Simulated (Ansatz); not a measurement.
Structure data:

```yaml
crystal:
  lattice:
    - [2.02133, -2.02135, 0.00000]
    - [2.02133, 2.02135, 0.00000]
    - [0.00000, 0.00000, 2.86941]
  atoms:
    - { symbol: Al, position: [0.00000, 0.00000, 0.00000] }
    - { symbol: Ni, position: [0.50000, 0.50000, 0.50000] }
```

Question: Summarise the structure in words.

Answer: The stoichiometry is AlNi. Strictly the space group is P4/mmm (No. 123, within 0.01 Å). It is a distorted form of a primitive cubic structure, space group Pm-3m (No. 221) within 0.25 Å: caesium chloride (CsCl, B2) type. With Z = 1, the cell contains 1 Al, 1 Ni. Each Al atom is coordinated by eight Ni in a cubic arrangement at 2.48 Å. Each Ni is bonded to eight Al in a cubic arrangement at 2.48 Å. The bonds build a three-dimensional framework.

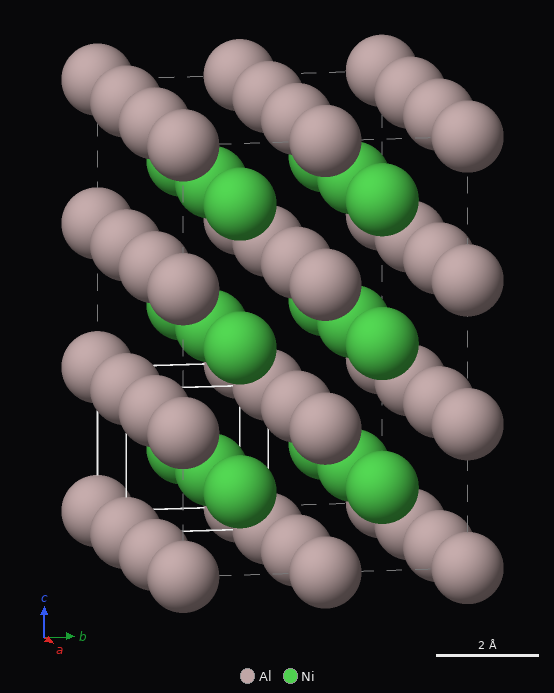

Drawn in the spheres-only manner and seen slightly off an axis. The solid frame is a single unit cell within a 3×2×3 block.

It goes back to a structure listed in the Materials Project. The geometry was optimised with DFT PBEsol, scalar-relativistic, plane waves, PAW in Ansatz 0.2.0.
